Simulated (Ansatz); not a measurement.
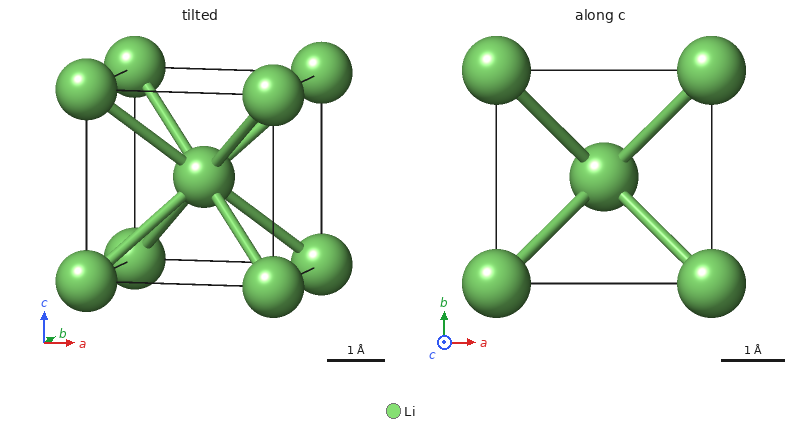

This ball-and-stick model is shown slightly off an axis and along the c axis. Lines trace the edges of the drawn cell (a repeat of the simulation cell).

Li, a = 3.446 Å, b = 3.414 Å, c = 3.447 Å, α = 90.00°, β = 90.00°, γ = 90.00°. Strictly the space group is I4/mmm (No. 139, within 0.01 Å). It is a distorted form of a body-centred cubic structure, space group Im-3m (No. 229) within 0.25 Å: body-centred cubic (W type). The cell started as a structure type filled with this element by a generator (whether the element takes this form wasn't checked). Earlier steps of the study may have refined or changed the cell and positions. An electronic-structure calculation with Ansatz was run on it.

This one geometry was computed with Ansatz (DFT, plane waves, PAW) at three levels of theory: r2SCAN, LDA and PBE.

Q: How does the band gap change with the level of theory?

A: All levels give a metal.

Q: Collect the results in a table.

A:
| level | cutoff (eV) | k-mesh of the run's cell | gap (eV) | pressure (GPa) |
| --- | --- | --- | --- | --- |
| r2SCAN | 500 | 24×24×24 | metal | 0.5 |
| LDA | 420 | 24×24×24 | metal | -0.9 |
| PBE | 420 | 24×24×24 | metal | 0.0 |

Gaps are taken on the k-mesh or band path of each run.
